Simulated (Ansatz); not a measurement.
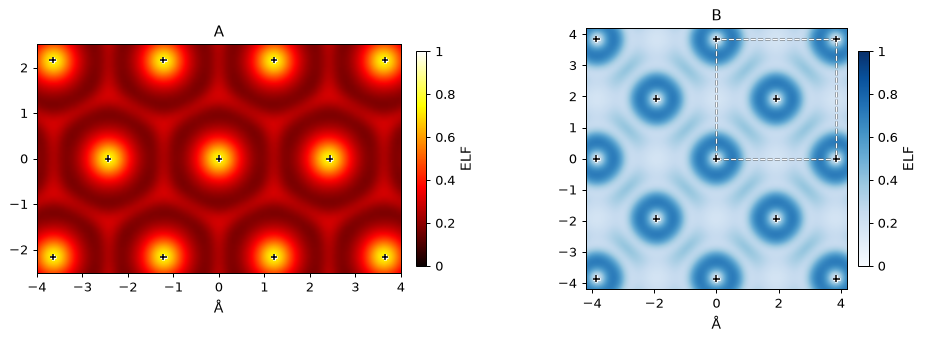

The electron localisation function of 2 systems, each on a plane through atoms (crosses mark nuclei in the plane).

Computed with DFT, PBE, plane waves (420 eV) with PAW, fully relativistic with spin-orbit coupling in Ansatz.

System 1: Os, the (100) plane of the conventional cell. Space group Fm-3m; set up as Os, fcc; a generated structure, not necessarily the stable one.

System 2: Ni, the (001) plane of the conventional cell. Space group Fddd; set up as Ni, beta-Sn type; a generated structure, not necessarily the stable one.

```
CELL_PARAMETERS angstrom
0.00035 0.00035 2.43417
-3.06889 -3.06889 -0.00129
5.89389 -5.89389 0.00000
ATOMIC_POSITIONS crystal
Ni 0.00000 0.50000 0.00000
Ni 0.50000 0.50000 0.50000
Ni 0.00000 0.00000 0.50000
Ni 0.50000 0.00000 0.00000
Ni 0.25000 0.75000 0.25005
Ni 0.75000 0.75000 0.75005
Ni 0.25000 0.25000 0.75005
Ni 0.75000 0.25000 0.25005
```

Question: Match each panel to its system.

Answer: Panel A is system 2, Ni: the plane holds Ni. Ni–Ni (2.43 Å): the ELF is about 0.25 at the midpoint; no shared electron pair shows on this line. Panel B is system 1, Os: the plane holds Os. Os–Os (2.73 Å): the ELF is about 0.40 at the midpoint.
